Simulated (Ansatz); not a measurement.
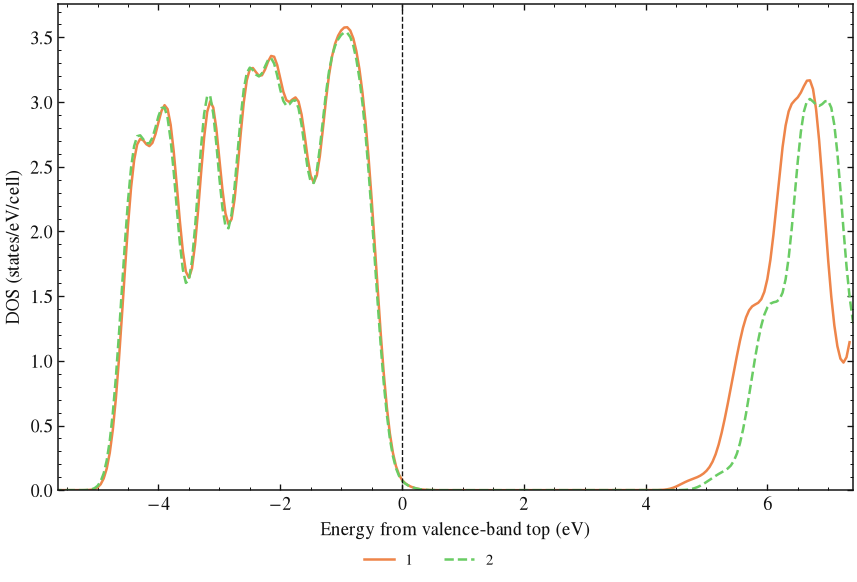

Total densities of states of MgS, space group P6_3/mmc (No. 194), 4 atoms in the cell, h-MgO (five-fold) type, by two methods on the same cell. The curves are built from the levels of the k mesh with Gaussians 0.4 eV wide, which also blur the band edges. Each is counted from its own valence-band top.

Question: Which curve is which? The methods: PBE0, r2SCAN0.

Answer: 1 is PBE0; 2 is r2SCAN0. PBE0 gives a gap of 4.68 eV and r2SCAN0 gives a gap of 5.05 eV.

Settings. PBE0: DFT, PBE0, plane waves, PAW, no spin polarisation, 6×6×4 k mesh, 420 eV cutoff (Ansatz 0.2.0). r2SCAN0: DFT, r2SCAN0, plane waves, PAW, no spin polarisation, 6×6×4 k mesh, 500 eV cutoff (Ansatz).
